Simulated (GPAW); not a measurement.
LiCl (Fm-3m): refractive index against wavelength

The refractive index of LiCl (Fm-3m) below the direct gap (6.32 eV on the mesh) is read from one computed spectrum, n = √(Re ε).

Cell: a, b, c = 3.627, 3.627, 3.627 Å (primitive vectors), 2 atoms.

Method: GPAW 26.7.0, PBE, RPA, k-mesh 12×12×12, local fields up to 60 eV, Lorentzian half width 0.15 eV.

Launch of the response step: `OMP_NUM_THREADS=1 python df.py`. The run took 44 s, its band step included, on 1 thread of Arm Neoverse V2, on a shared host.

```
wavelength (nm)  photon energy E (eV)       n
            700                 1.771  1.6708
            633                 1.959  1.6748
            532                 2.331  1.6842
            450                 2.755  1.6976
            405                 3.061  1.7092
            365                 3.397       ?
            308                 4.025  1.7595
```

In the single-oscillator model n² − 1 = E₀E_d/(E₀² − E²), so 1/(n² − 1) = E₀/E_d − E²/(E₀E_d) is linear in E².

Working, on the rows shown:

| x = E² (eV²) | y = 1/(n² − 1) |
| --- | --- |
| 3.13716 | 0.558169 |
| 3.83641 | 0.55403 |
| 5.43137 | 0.544505 |
| 7.59115 | 0.531393 |
| 9.37179 | 0.520463 |
| 16.2043 | 0.477136 |

Means: x̄ = 7.5954, ȳ = 0.53095. Σ(x − x̄)(y − ȳ) = -0.7194, Σ(x − x̄)² = 116. Slope = -0.7194 / 116 = -0.006204; intercept = ȳ − slope · x̄ = 0.57807. Turned back into n, the line misses the rows shown by at most 0.00058.

Task: What does the fit predict for the withheld row, and how well does it do?

Result: At x = 11.538 the line gives y = 0.50649, that is 1.7246. The run gave 1.7241, so the interpolation is off by 0.00054, 0.6 % of the range in the table.

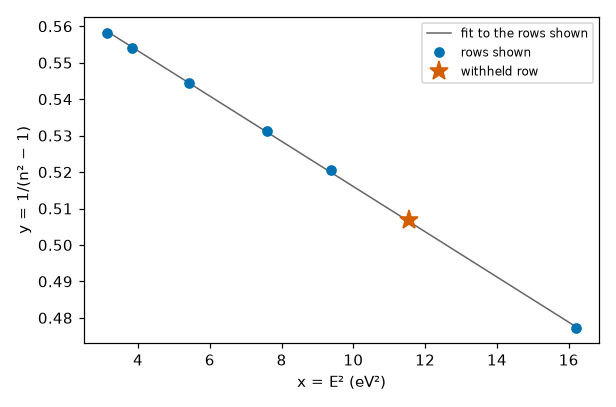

Refitted with all rows, the slope is -0.006191 and the intercept 0.57803. These give E₀ = √(intercept/−slope) = 9.66 eV and E_d = E₀/intercept = 16.7 eV; E₀ is 1.5 times the direct gap. The electronic limit at long wavelengths, without lattice vibrations, is n = √(1 + 1/intercept) = 1.652. The cell comes from an older database entry, whose edges can be off by a per cent or so. Excitons are left out; PBE gaps are as a rule too small. The values come from a sum over the points of one k-mesh and carry its error, which grows as the direct gap shrinks.

[Logs are printed without paths, hosts, clocks, repeated set-up lines and the standing remarks that a program may print on its own settings, such as how far it seeks lower states.]
